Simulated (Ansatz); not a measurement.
# Single-point calculation of NbN (part 2 of 2)

NbN (slab, 24 atoms in the cell); DFT PBE, scalar-relativistic, plane waves, PAW, no spin polarisation (Ansatz 0.2.0); cutoff 420 eV, 4×4×1 k-mesh, Gaussian smearing of 0.1 eV. The structure derives from an entry of the Crystallography Open Database. It belongs to a series of runs on one base structure; here: the slab at its places in the relaxed adsorbed structure.

Geometry of the input (Å; fractional positions):
```
6.2530  0.0000  0.0000
-3.1265  5.4153  0.0000
0.0000  0.0000  26.8071
Nb 0.1667  0.3333  0.2984
Nb 0.1667  0.8333  0.2984
Nb 0.6667  0.3333  0.2984
Nb 0.6667  0.8333  0.2984
N  0.3333  0.1667  0.3460
N  0.3333  0.6667  0.3460
N  0.8333  0.1667  0.3460
N  0.8333  0.6667  0.3460
Nb 0.5000  0.5000  0.3937
Nb 0.5000  0.0000  0.3937
Nb -0.0000  0.5000  0.3937
Nb 0.0000  0.0000  0.3937
N  0.6630  0.3318  0.4407
N  0.6804  0.8398  0.4402
N  0.1580  0.3126  0.4400
N  0.1578  0.8455  0.4400
Nb 0.8047  0.6501  0.4963
Nb 0.8042  0.1547  0.4960
Nb 0.3199  0.6603  0.4807
Nb 0.3030  0.1517  0.5004
N  -0.0164  0.4918  0.5241
N  -0.0204  -0.0099  0.5295
N  0.4847  0.4870  0.5273
N  0.4847  -0.0019  0.5273
```

**Output, continued**
```
  k-point 0: bands = ["-54.5369", "-54.3303", "-54.2662", "-54.2551", "-54.2479", "-54.1982", "-54.1577", "-53.6080", "-53.5886", "-53.5212", "-53.5145", "-53.5030", "-31.0030", "-30.9997", "-30.9957", "-30.8806", "-30.8029", "-30.7969", "-30.7868", "-30.5342", "-30.4500", "-30.4120", "-30.3868", "-30.3734", "-30.3599", "-30.3383", "-30.3263", "-30.2870", "-30.2326", "-30.2130", "-30.1915", "-30.1270", "-30.1166", "-29.8992", "-29.8791", "-29.8712", "-29.7875", "-29.7084", "-29.7080", "-29.7039", "-29.6886", "-29.6716", "-29.6073", "-29.4156", "-29.4146", "-29.4129", "-29.2717", "-29.2708", "-14.8678", "-14.2579", "-14.2139", "-14.1884", "-13.7384", "-13.3808", "-13.3061", "-13.2846", "-12.3544", "-11.9658", "-11.8881", "-11.7755", "-6.1537", "-6.1437", "-6.0258", "-5.7770", "-4.6852", "-4.4948", "-4.4885", "-4.4050", "-4.3857", "-4.3458", "-4.3228", "-4.3048", "-4.2340", "-4.1629", "-4.0577", "-3.7051", "-3.6583", "-3.6402", "-3.4979", "-3.2368", "-3.2285", "-3.0163", "-2.9754", "-2.8547", "-2.7192", "-2.7161", "-2.5904", "-1.8670", "-1.5358", "-1.5240", "-1.3355", "-1.3144", "-1.1604", "-1.1143", "-1.0606", "-1.0417", "-0.6655", "-0.6298", "-0.4149", "0.8541", "0.9232", "1.0006", "1.2676", "1.5625", "1.6591", "1.7449", "2.0120", "2.0345", "2.0617", "2.3257", "2.4460", "2.5317", "3.0592", "3.1912", "3.2201", "3.3643", "3.4411", "3.5252", "3.5628", "3.5966", "3.5987", "3.6737", "3.7454", "3.7473", "3.7600", "4.0410", "4.0724", "4.0885", "4.1662", "4.2690", "4.2828", "4.3198"]
  k-point 1: bands = ["-54.5353", "-54.3212", "-54.2739", "-54.2565", "-54.2414", "-54.2043", "-54.1597", "-53.6084", "-53.5782", "-53.5266", "-53.5182", "-53.5046", "-30.9558", "-30.9367", "-30.9102", "-30.8142", "-30.7725", "-30.7449", "-30.7284", "-30.5396", "-30.4803", "-30.4435", "-30.4025", "-30.3950", "-30.3766", "-30.3551", "-30.3245", "-30.3037", "-30.2953", "-30.2454", "-30.2310", "-30.2192", "-30.1439", "-29.8508", "-29.8306", "-29.8079", "-29.7716", "-29.7391", "-29.7089", "-29.7033", "-29.6886", "-29.6793", "-29.6083", "-29.4661", "-29.4638", "-29.3950", "-29.3645", "-29.2923", "-14.6461", "-14.1561", "-14.0910", "-14.0683", "-13.7049", "-13.4943", "-13.3849", "-13.3617", "-12.4032", "-12.0603", "-11.9787", "-11.8523", "-5.8230", "-5.8045", "-5.6734", "-5.5767", "-4.8361", "-4.7057", "-4.6117", "-4.5126", "-4.3176", "-4.2896", "-4.1558", "-4.1095", "-4.0483", "-3.9760", "-3.9148", "-3.8115", "-3.6910", "-3.6752", "-3.5424", "-3.4443", "-3.3981", "-3.2324", "-3.1916", "-2.9445", "-2.8600", "-2.7590", "-2.6550", "-2.3289", "-1.7602", "-1.5463", "-1.4357", "-1.2856", "-1.1154", "-0.9792", "-0.9481", "-0.8949", "-0.5898", "-0.3238", "-0.2110", "0.3914", "0.8687", "1.2372", "1.5446", "1.6011", "1.6607", "1.6787", "1.7590", "1.7862", "1.9363", "2.2825", "2.6111", "2.6561", "2.7905", "2.8457", "3.0059", "3.0638", "3.1384", "3.1692", "3.2709", "3.3403", "3.4927", "3.6098", "3.6565", "3.7276", "3.7570", "3.8600", "3.9518", "3.9715", "4.0139", "4.0845", "4.1449", "4.2621"]
  k-point 2: bands = ["-54.5337", "-54.3050", "-54.2893", "-54.2571", "-54.2299", "-54.2159", "-54.1616", "-53.6088", "-53.5578", "-53.5455", "-53.5190", "-53.5053", "-30.9030", "-30.8608", "-30.7713", "-30.7400", "-30.7375", "-30.6583", "-30.5949", "-30.5526", "-30.5254", "-30.5063", "-30.4801", "-30.4664", "-30.4417", "-30.3939", "-30.3517", "-30.3446", "-30.3259", "-30.2972", "-30.2682", "-30.2314", "-30.1673", "-29.8124", "-29.7827", "-29.7696", "-29.7410", "-29.7166", "-29.7003", "-29.6931", "-29.6807", "-29.6245", "-29.5894", "-29.5784", "-29.5348", "-29.5229", "-29.3547", "-29.3331", "-14.2238", "-14.1625", "-13.9058", "-13.8766", "-13.7141", "-13.6965", "-13.5149", "-13.4908", "-12.4451", "-12.1791", "-12.0455", "-11.9223", "-5.3929", "-5.3085", "-5.3031", "-5.1336", "-4.7434", "-4.7241", "-4.6677", "-4.6344", "-4.3234", "-4.2485", "-4.2265", "-4.1799", "-4.1000", "-4.0118", "-3.9943", "-3.9276", "-3.9084", "-3.7849", "-3.5542", "-3.5320", "-3.5152", "-3.4045", "-3.1659", "-3.1165", "-2.9504", "-2.8087", "-2.7167", "-2.4798", "-1.9565", "-1.6545", "-1.5071", "-1.3164", "-1.1735", "-0.8788", "-0.8386", "-0.7421", "-0.2658", "-0.1492", "0.3841", "0.4465", "0.7963", "0.8919", "0.9065", "0.9613", "1.5231", "1.7295", "1.9067", "1.9559", "2.1041", "2.2596", "2.3723", "2.4935", "2.6185", "2.7128", "2.7510", "2.7878", "2.9134", "2.9732", "3.0262", "3.2314", "3.4392", "3.4906", "3.5578", "3.6127", "3.6784", "3.7461", "3.9423", "4.0405", "4.1107", "4.1949", "4.2357", "4.3147"]
  k-point 9: bands = ["-54.5337", "-54.3053", "-54.2888", "-54.2572", "-54.2250", "-54.2214", "-54.1609", "-53.6088", "-53.5577", "-53.5458", "-53.5188", "-53.5055", "-30.9039", "-30.8622", "-30.7717", "-30.7405", "-30.7356", "-30.6581", "-30.5952", "-30.5525", "-30.5230", "-30.5081", "-30.4794", "-30.4667", "-30.4419", "-30.3945", "-30.3506", "-30.3445", "-30.3237", "-30.2966", "-30.2704", "-30.2341", "-30.1655", "-29.8124", "-29.7828", "-29.7692", "-29.7407", "-29.7172", "-29.6998", "-29.6925", "-29.6811", "-29.6244", "-29.5895", "-29.5786", "-29.5347", "-29.5233", "-29.3545", "-29.3328", "-14.2250", "-14.1610", "-13.9065", "-13.8761", "-13.7140", "-13.6949", "-13.5158", "-13.4909", "-12.4481", "-12.1762", "-12.0461", "-11.9237", "-5.3925", "-5.3089", "-5.3052", "-5.1330", "-4.7436", "-4.7278", "-4.6668", "-4.6352", "-4.3236", "-4.2487", "-4.2258", "-4.1773", "-4.1001", "-4.0102", "-3.9951", "-3.9299", "-3.9060", "-3.7838", "-3.5518", "-3.5305", "-3.5204", "-3.4015", "-3.1704", "-3.1182", "-2.9444", "-2.8082", "-2.7200", "-2.4774", "-1.9638", "-1.6586", "-1.4980", "-1.3075", "-1.1781", "-0.8817", "-0.8391", "-0.7348", "-0.2620", "-0.1492", "0.3835", "0.4463", "0.7957", "0.8919", "0.9059", "0.9621", "1.5208", "1.7301", "1.9059", "1.9522", "2.1040", "2.2640", "2.3749", "2.4930", "2.6147", "2.7162", "2.7559", "2.7925", "2.9099", "2.9721", "3.0264", "3.2320", "3.4357", "3.4860", "3.5583", "3.6151", "3.6801", "3.7444", "3.9401", "4.0425", "4.1113", "4.1971", "4.2334", "4.3145"]
```

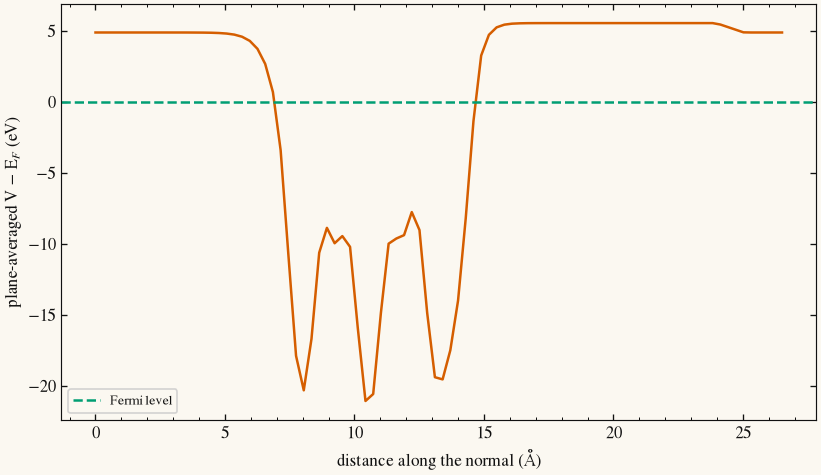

Plane average of the electrostatic potential energy of an electron across the cell, from the Fermi level. The vacuum level lies 5.53 eV above the Fermi level on the upper side and 4.87 eV on the lower.

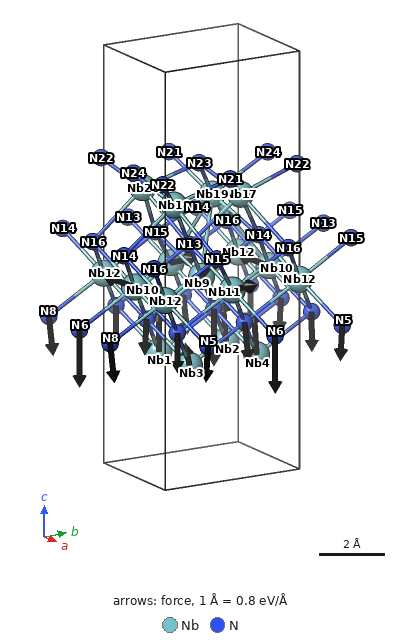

Forces on the atoms as black arrows (ball-and-stick view of the cell of the calculation, with the vacuum cut short, seen slightly off an axis; bonded neighbours outside the cell are drawn too; atoms are numbered from 1 in the order of the input); the smallest are left out. The largest act on N6 (1.46 eV/Å); Nb4 (1.13 eV/Å); Nb1, Nb2 (1.07 eV/Å); N8 (1.02 eV/Å), among others. The geometry is not a stationary point of this energy.

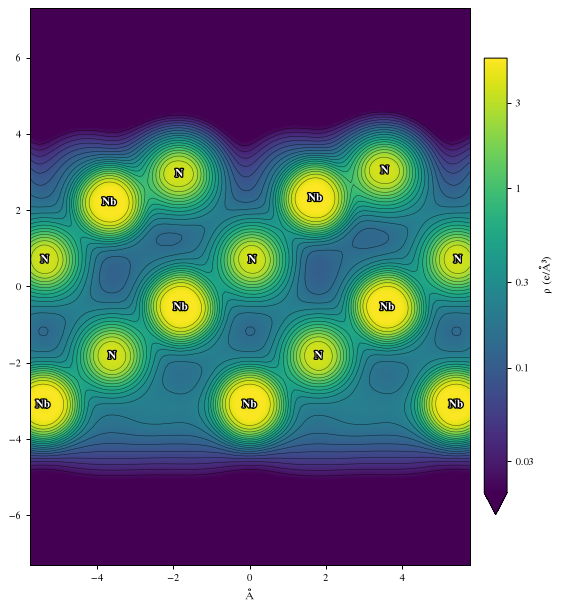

Valence pseudo-density on the (110) plane of the calculation cell, a cut from vacuum to vacuum. The section cuts through Nb and N sites. Nb–N (1.97 Å): ρ at the midpoint is about 1 e/Å³. Nb–N (2.21 Å): ρ at the midpoint is about 0.56 e/Å³. The density dies away to nearly zero in the vacuum. In a PAW calculation such maps are meaningful between the atoms, not at the nuclei.

**Results in brief**

```json
{"quantity": "outcome", "value": "converged"}
{"quantity": "electrons treated", "value": "216"}
{"quantity": "free energy", "value": "−59248.9327 eV"}
{"quantity": "work function, top face", "value": "5.53 eV"}
{"quantity": "work function, bottom face", "value": "4.87 eV"}
{"quantity": "Fermi energy", "value": "1.965 eV"}
{"quantity": "gap on the k-point mesh", "value": "none (metallic)"}
{"quantity": "work function (upper face)", "value": "5.53 eV"}
{"quantity": "largest force (length of the vector)", "value": "1.464 eV/Å"}
{"quantity": "hardware", "value": "4 threads of Intel Xeon @ 2.90GHz (Ice Lake), 32 GiB of memory available, shared host"}
{"quantity": "wall time", "value": "24 s (CPU time 93 s)"}
{"quantity": "peak memory", "value": "2.6 GiB"}
```
